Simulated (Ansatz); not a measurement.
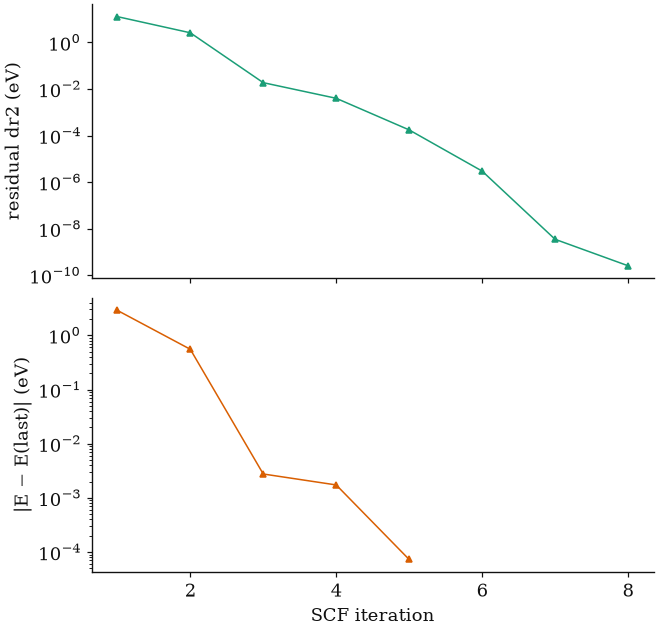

The plot shows the SCF iterations of a calculation: density residual dr2, distance of the Harris–Foulkes energy from its last value. Energy differences below 3 × 10⁻⁶ eV aren't drawn. The starting density is a sum of atomic densities corrected by a trained network.

Nb (1 atom in the cell, total charge +10), run with Ansatz.

```
crystal:
  lattice:
    - [-1.6555662321, 1.6555662321, 1.6555662321]
    - [1.6555662321, -1.6555662321, 1.6555662321]
    - [1.6555662321, 1.6555662321, -1.6555662321]
  atoms:
    - { symbol: Nb, position: [0.0, 0.0, 0.0] }
basis:
  ecutwfc: 420
kpoints:
  mp_grid: { grid: [18, 18, 18] }
hamiltonian:
  xc: pbe
scf:
  occupations: { method: gaussian, width: 0.1 }
  max_iter: 100
output:
  forces: true
  eigenvalues: true
  stress: true
total_charge: 10
```

Run as:
```bash
ansatz run input.yaml --threads 1 --pin off --max-ram 2560MiB --backend cpu --events-out ev --progress --plain --runs-dir out
```

Q: How did this run end?

A: Converged, in 8 iterations. The residual falls at every step.

Q: What is the residual at the start and at the end?

A: It starts near 10 and ends near 3 × 10⁻¹⁰ eV.

Q: Is anything amiss with this input?

A: The input holds a fault (a charge that the system can't hold). The SCF closed all the same, which doesn't make the results meaningful for the real system.
